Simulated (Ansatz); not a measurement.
System: Ta.

```
CELL_PARAMETERS angstrom
6.10591 0.00000 0.00000
0.00000 6.10591 0.00000
0.00000 0.00000 6.10591
ATOMIC_POSITIONS crystal
Ta 0.75000 0.25000 0.25000
Ta 0.25000 0.75000 0.25000
Ta 0.25000 0.25000 0.75000
Ta 0.75000 0.75000 0.75000
Ta 0.50000 0.00000 0.00000
Ta 0.00000 0.50000 0.00000
Ta 0.00000 0.00000 0.50000
Ta 0.50000 0.50000 0.50000
```

Space group Fd-3m; set up as Ta, diamond; a generated structure, not necessarily the stable one.

Method: DFT, HSE06, plane waves (420 eV) with PAW, scalar-relativistic in Ansatz.

### What will maps of the valence pseudo-density and electron localisation function show?

Ta–Ta (2.64 Å): ρ at the midpoint is about 0.51 e/Å³; the ELF is about 0.50 at the midpoint.

### Does the calculation give a band gap?

It is metallic or semimetallic at this level of theory: no gap opens.

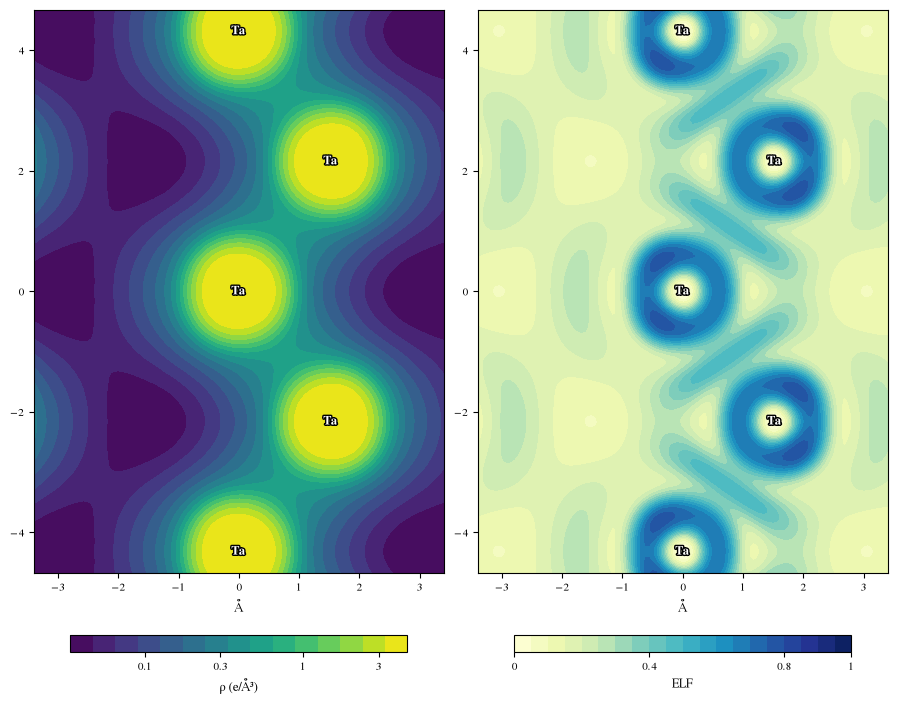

Computed valence pseudo-density and electron localisation function on the (101) plane of the conventional cell, in this order. 

The density is the valence pseudo-density of a PAW calculation; it isn't the true density close to the nuclei.
